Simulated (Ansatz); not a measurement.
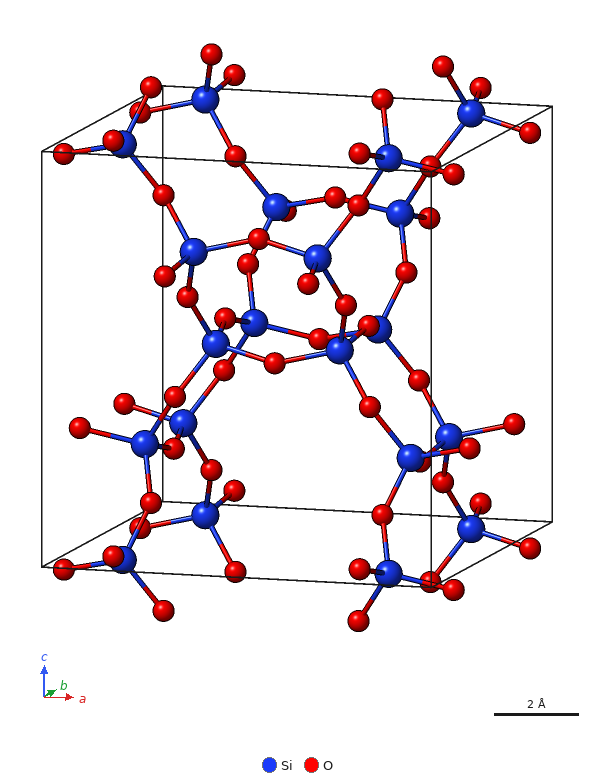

Fig. 1: The input geometry (ball-and-stick view of the cell 2 times as large as that of the calculation, set on its symmetry axes, seen slightly off an axis; bonded neighbours outside the cell are drawn too). Near neighbours in the crystal (not all of them lie inside the picture): Si has 4 O at 1.61 Å; O has 2 Si at 1.61 Å.

**Run report: SiO2, field-gradient calculation (part 1 of 2)**

The run: field-gradient calculation of SiO2 (24 atoms in the cell). Method and program: DFT, r2SCAN, plane-wave PAW, default files, scalar-relativistic, no spin polarisation (Ansatz 0.2.0).

The structure derives from a Materials Project entry. It belongs to a series of runs on one base structure; here: functional r2SCAN.

**Log**
```
Engine: ansatz 0.2.0, aarch64-unknown-linux-gnu
Pseudopotentials: kind: paw
Pseudopotential: Si, paw, valence charge 4, recommended cutoff 500 eV (meta_gga), Si.paw.azcp
Pseudopotential: O, paw, valence charge 6, recommended cutoff 500 eV (meta_gga), O.paw.azcp
Functional definition: r2SCAN
  parameter k0 = 0.174
  parameter k1 = 0.065
  parameter a1 = 4.9479
  exchange = r2scan_x(k0 = k0, k1 = k1, a1 = a1)
  correlation = r2scan_c
Crystal: 24 atoms, lattice volume = 484.775 Å³
Basis set: ecut = 500 eV, 12323 PW (Γ), exchange–correlation on 256×256×256 points (64 copies of the dense FFT grid, shifted against one another)
Bands: 88, of which v1, the nominal top of the filled ones, is band 64 counted from 1 (63 counted from 0)
Symmetry: 16 space group operations
Space group: I41/amd (ITA 141), of the structure as read, at distance tolerance 7.9e-5 Å
k-points: 13 of 64
Non-local potential: Si, projectors of the file, l = 0: 2, l = 1: 2, l = 2: 2
Non-local potential: O, projectors of the file, l = 0: 2, l = 1: 2, l = 2: 1
PAW form: soft (Blöchl's): semilocal exchange-correlation on the pseudo side does not see the compensation charge
PAW frozen core: Si, regenerated for the run's functional (the file was generated under x = pbe(κ = 0.804, μ = 0.2195149727645171), c = pbe(β = 0.06672455060314922))
PAW frozen core: O, regenerated for the run's functional (the file was generated under x = pbe(κ = 0.804, μ = 0.2195149727645171), c = pbe(β = 0.06672455060314922))
PAW one-centre angular grid: Si, 302 points (default); XC on 160 Gauss nodes
PAW one-centre angular grid: O, 302 points (default); XC on 160 Gauss nodes
Initial density: superposition of atomic densities (neutral atoms: chi_scale 0, normalization atom), corrected by the library's trained network
Initial wavefunctions: pseudopotential atomic-orbital guess
Functional: x = r2scan, c = r2scan; τ floored in thin density (d = 2e-4 eV/Å³)
SCF iter   1: F=—  HF=-14239.595073 eV  |F-HF|=—  |Δ(HF+E_count)|=         —  Δρ=5.74e-3  dr2=1.60e-1  dr2_τ=2.12e0  ethr=1.77e-3  ⟨swp⟩=7.3  Hψ=5926  notcnv=0  defer=52
preconditioner: auto → Resta (q_TF=auto, 2.185 Å⁻¹)  ε∞=2.2  [insulator: Δε(μ)=6.648 eV  Ē_g=17.678 eV  σ=0.020 eV  W_gap=1.00  n_scr=78 (ndim 8)  ℏωp=19.1 eV  f_vac=0.420  D(μ)=0.00/eV (n_scr^D=0)  ε∞_Penn≈2.2  vacuum switching on, ρ_ref=2.3e-2 e/Å³]
SCF iter   2: F=—  HF=-14240.268836 eV  |F-HF|=—  |Δ(HF+E_count)|=   6.74e-1  Δρ=3.67e-3  dr2=3.73e-2  dr2_τ=4.03e-3  ethr=1.25e-4  ⟨swp⟩=3.0  Hψ=2282  notcnv=0  defer=250
SCF iter   3: F=—  HF=-14240.273689 eV  |F-HF|=—  |Δ(HF+E_count)|=   4.85e-3  Δρ=8.04e-4  dr2=2.48e-3  dr2_τ=5.46e-4  ethr=2.91e-5  ⟨swp⟩=4.0  Hψ=1668  notcnv=0  defer=250
SCF iter   4: F=—  HF=-14240.273891 eV  |F-HF|=—  |Δ(HF+E_count)|=   2.02e-4  Δρ=2.34e-4  dr2=1.77e-4  dr2_τ=3.33e-5  ethr=1.94e-6  ⟨swp⟩=3.0  Hψ=1828  notcnv=0  defer=250
SCF iter   5: F=—  HF=-14240.273862 eV  |F-HF|=—  |Δ(HF+E_count)|=   2.88e-5  Δρ=7.09e-5  dr2=9.47e-6  dr2_τ=2.07e-6  ethr=1.39e-7  ⟨swp⟩=2.0  Hψ=1539  notcnv=0  defer=250
SCF iter   6: F=—  HF=-14240.274218 eV  |F-HF|=—  |Δ(HF+E_count)|=   3.55e-4  Δρ=2.14e-5  dr2=2.14e-6  dr2_τ=1.04e-7  ethr=7.40e-9  ⟨swp⟩=2.0  Hψ=1883  notcnv=0  defer=250
SCF iter   7: F=-14240.274218 eV  HF=-14240.274218 eV  |F-HF|=2.89e-8  |Δ(HF+E_count)|=   2.57e-7  Δρ=3.60e-6  dr2=5.63e-8  dr2_τ=2.13e-9  ethr=7.81e-11  ⟨swp⟩=14.2  Hψ=7701  notcnv=0
SCF 1 converged in 7 iterations: F = -14240.274218 eV  dr2 = 5.63e-8
  greatest PAW one-centre occupation: 0.869 electrons in one spin orbital (limit 2), on the O atom at site 21 (counted from 0), in its partial waves of l = 0
```

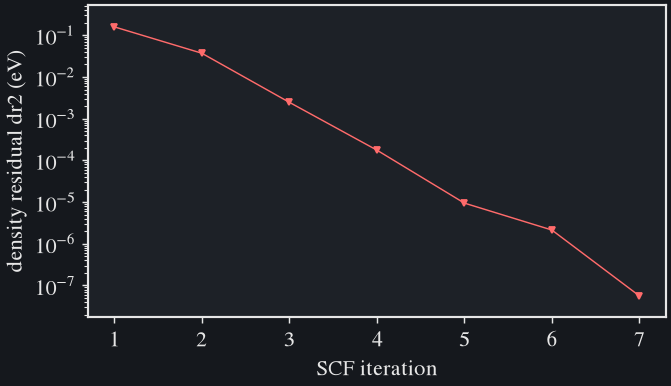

Fig. 2: Convergence of the self-consistent field: density residual dr2 against the SCF iteration. The residual falls at every step.

```
SCF converged after 7 iterations
Free energy (F): -14240.274218 eV
Harris-Foulkes:  -14240.274218 eV  (|F-HF|=2.89e-8)
Internal energy: -14240.274218 eV  (E = F + TS)
E sigma→0 (E₀):  -14240.274218 eV
Fermi energy:    1.507092 eV
--- Per-component energies (eV) ---
  E_band       = -1141.323052
  E_kinetic    = 3242.226295
  E_local      = -13895.016901  (includes V_loc(G=0)·N_el)
  E_nonlocal   = 944.011890
  E_hartree    = 5594.588162
  E_xc         = -1599.864959
  E_vxc        = -2118.952916  (∫ρ·V_xc dr)
  E_paw        = -6735.807217  (= ΣΔE_a)
  E_vpaw       = -637.208819  (= ΣTr[D̂ρ^β])
  E_aug_tail   = 0.016830  (compensation charges beyond the density's cutoff)
  E_vtau       = 134.427850  (kinetic-family band-sum trace: ∫τ·v_τ [+ j·A + Jᵃ·Aᵃ] dr)
  E_ewald      = -1789.305799
  E_core_change = -1.122519  (= ΣΔE_core)
  E_smearing   = -0.000000  (= −TS)
  E_closure    = 0.000000  (closes the sum)
  Σ components = -14240.274218   (vs F -14240.274218, Δ=0.00e0)
--- Forces (eV/Å), atoms counted from 1 ---
  atom   1  Si    -0.03316465     0.03316465    -0.00000000
  atom   2  Si    -0.03316465    -0.03316465     0.00000000
  atom   3  Si     0.03316465     0.03316465     0.00000000
  atom   4  Si     0.03316465    -0.03316465    -0.00000000
  atom   5  Si     0.03316465    -0.03316465     0.00000000
  atom   6  Si     0.03316465     0.03316465     0.00000000
  atom   7  Si    -0.03316465    -0.03316465    -0.00000000
  atom   8  Si    -0.03316465     0.03316465     0.00000000
  atom   9  O     -0.00000000    -0.01963261     0.00289391
  atom  10  O      0.01963261     0.00000000     0.00289391
  atom  11  O     -0.01963261    -0.00000000     0.00289391
  atom  12  O      0.00000000     0.01963261    -0.00289391
  atom  13  O     -0.00000000    -0.01963261    -0.00289391
  atom  14  O      0.00000000     0.01963261     0.00289391
  atom  15  O     -0.01963261    -0.00000000    -0.00289391
  atom  16  O      0.01963261     0.00000000    -0.00289391
  atom  17  O     -0.00000000    -0.02923431     0.00000000
  atom  18  O      0.02923431     0.00000000     0.00000000
  atom  19  O     -0.02923431    -0.00000000     0.00000000
  atom  20  O      0.00000000     0.02923431     0.00000000
  atom  21  O      0.00000000     0.02923431     0.00000000
  atom  22  O     -0.02923431    -0.00000000     0.00000000
  atom  23  O      0.02923431    -0.00000000     0.00000000
  atom  24  O     -0.00000000    -0.02923431    -0.00000000
  max |Σ_I F_I| component: 1.73e-17 eV/Å
--- Stress (GPa, compression-positive) ---
        0.045500       0.000000       0.000000
        0.000000       0.045500       0.000000
        0.000000      -0.000000       0.070092
  P = ⅓ Tr σ = 0.0537 GPa (0.537 kbar)
--- PAW observables at the nuclei: V_zz in 10²¹ V/m², potentials from the cell's mean, atoms counted from 1 ---
  atom   1  Si V_zz =    +0.929121   η = 0.9394   by run symmetry: allowed
            electrostatic potential = -1350.029848 V   contact ρ = 12779.473670 e/Å³
  atom   2  Si V_zz =    +0.929121   η = 0.9394   by run symmetry: allowed
            electrostatic potential = -1350.029848 V   contact ρ = 12779.473670 e/Å³
  atom   3  Si V_zz =    +0.929121   η = 0.9394   by run symmetry: allowed
            electrostatic potential = -1350.029848 V   contact ρ = 12779.473670 e/Å³
  atom   4  Si V_zz =    +0.929121   η = 0.9394   by run symmetry: allowed
            electrostatic potential = -1350.029848 V   contact ρ = 12779.473670 e/Å³
  atom   5  Si V_zz =    +0.929121   η = 0.9394   by run symmetry: allowed
            electrostatic potential = -1350.029848 V   contact ρ = 12779.473670 e/Å³
  atom   6  Si V_zz =    +0.929121   η = 0.9394   by run symmetry: allowed
            electrostatic potential = -1350.029848 V   contact ρ = 12779.473670 e/Å³
  atom   7  Si V_zz =    +0.929121   η = 0.9394   by run symmetry: allowed
            electrostatic potential = -1350.029848 V   contact ρ = 12779.473670 e/Å³
  atom   8  Si V_zz =    +0.929121   η = 0.9394   by run symmetry: allowed
            electrostatic potential = -1350.029848 V   contact ρ = 12779.473670 e/Å³
  atom   9  O  V_zz =    +9.235279   η = 0.1110   by run symmetry: allowed   C_q = -5.7122 MHz
            electrostatic potential = -615.165095 V   contact ρ = 2148.354374 e/Å³
  atom  10  O  V_zz =    +9.235279   η = 0.1110   by run symmetry: allowed   C_q = -5.7122 MHz
            electrostatic potential = -615.165095 V   contact ρ = 2148.354374 e/Å³
  atom  11  O  V_zz =    +9.235279   η = 0.1110   by run symmetry: allowed   C_q = -5.7122 MHz
            electrostatic potential = -615.165095 V   contact ρ = 2148.354374 e/Å³
  atom  12  O  V_zz =    +9.235279   η = 0.1110   by run symmetry: allowed   C_q = -5.7122 MHz
            electrostatic potential = -615.165095 V   contact ρ = 2148.354374 e/Å³
  atom  13  O  V_zz =    +9.235279   η = 0.1110   by run symmetry: allowed   C_q = -5.7122 MHz
            electrostatic potential = -615.165095 V   contact ρ = 2148.354374 e/Å³
  atom  14  O  V_zz =    +9.235279   η = 0.1110   by run symmetry: allowed   C_q = -5.7122 MHz
            electrostatic potential = -615.165095 V   contact ρ = 2148.354374 e/Å³
  atom  15  O  V_zz =    +9.235279   η = 0.1110   by run symmetry: allowed   C_q = -5.7122 MHz
            electrostatic potential = -615.165095 V   contact ρ = 2148.354374 e/Å³
  atom  16  O  V_zz =    +9.235279   η = 0.1110   by run symmetry: allowed   C_q = -5.7122 MHz
            electrostatic potential = -615.165095 V   contact ρ = 2148.354374 e/Å³
  atom  17  O  V_zz =    +9.468422   η = 0.1226   by run symmetry: allowed   C_q = -5.8564 MHz
            electrostatic potential = -615.212889 V   contact ρ = 2148.133130 e/Å³
  atom  18  O  V_zz =    +9.468422   η = 0.1226   by run symmetry: allowed   C_q = -5.8564 MHz
            electrostatic potential = -615.212889 V   contact ρ = 2148.133130 e/Å³
  atom  19  O  V_zz =    +9.468422   η = 0.1226   by run symmetry: allowed   C_q = -5.8564 MHz
            electrostatic potential = -615.212889 V   contact ρ = 2148.133130 e/Å³
  atom  20  O  V_zz =    +9.468422   η = 0.1226   by run symmetry: allowed   C_q = -5.8564 MHz
            electrostatic potential = -615.212889 V   contact ρ = 2148.133130 e/Å³
  atom  21  O  V_zz =    +9.468422   η = 0.1226   by run symmetry: allowed   C_q = -5.8564 MHz
            electrostatic potential = -615.212889 V   contact ρ = 2148.133130 e/Å³
  atom  22  O  V_zz =    +9.468422   η = 0.1226   by run symmetry: allowed   C_q = -5.8564 MHz
            electrostatic potential = -615.212889 V   contact ρ = 2148.133130 e/Å³
  atom  23  O  V_zz =    +9.468422   η = 0.1226   by run symmetry: allowed   C_q = -5.8564 MHz
            electrostatic potential = -615.212889 V   contact ρ = 2148.133130 e/Å³
  atom  24  O  V_zz =    +9.468422   η = 0.1226   by run symmetry: allowed   C_q = -5.8564 MHz
            electrostatic potential = -615.212889 V   contact ρ = 2148.133130 e/Å³
--- Band table (eV; the first three rows and the last of 13) ---
```
